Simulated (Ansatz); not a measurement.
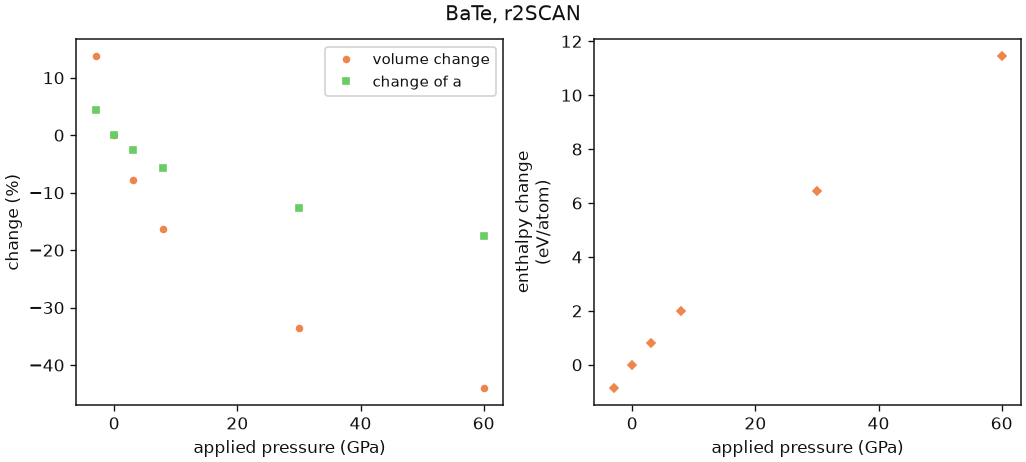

The picture above shows the volume change, change of a and enthalpy change against applied pressure for BaTe, space group Fm-3m (No. 225).

Cell as given: a = 4.995 Å, b = 4.995 Å, c = 4.995 Å, α = 60.00°, β = 60.00°, γ = 60.00°; 2 atoms.

How it was computed, with Ansatz 0.2.0: volume, enthalpy and cell of a crystal along a series of hydrostatic pressures at zero temperature, keeping its symmetry; changes are against the given cell; the k mesh follows the cell and the gap; plane waves with PAW datasets, Γ-centred k mesh; energies extrapolated to zero smearing. Level: r2SCAN, no spin polarisation.

```tsv
setting	value
wave cutoff	500 eV
occupations	Gaussian
k mesh at zero pressure	8×8×8
smearing width at zero pressure	0.02 eV
```

The change of b equals the change of a; the change of c equals the change of a.

The point at applied pressure 15 GPa is left out of the plot. What does the calculation give there?

```csv
applied pressure (GPa),volume change (%),change of a (%),enthalpy change (eV/atom)
15,-23.78,-8.65,3.5
```

Note: far from the equilibrium volume; narrow smearing for a metal.
